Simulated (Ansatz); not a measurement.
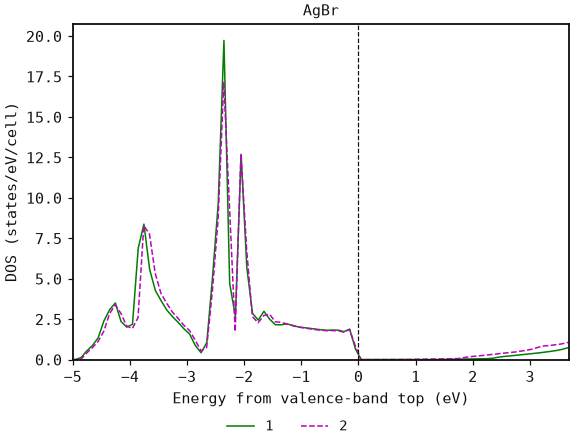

Total densities of states of AgBr, space group I4/mmm (No. 139), 2 atoms in the cell, by two methods on the same cell. Each is counted from its own valence-band top.

Which curve is which? The methods: r2SCAN, PBE.

1 is r2SCAN; 2 is PBE. r2SCAN gives a gap of 1.29 eV and PBE gives a gap of 0.69 eV.

Settings. r2SCAN: DFT r2SCAN, scalar-relativistic, plane waves, PAW, no spin polarisation, 10×10×10 k mesh, 500 eV cutoff, Gaussian smearing of 0.02 eV (Ansatz). PBE: DFT PBE, scalar-relativistic, plane waves, PAW, no spin polarisation, 10×10×10 k mesh, 420 eV cutoff (Ansatz 0.2.0).

The structure is an invented one, so it need not be a known or stable phase.
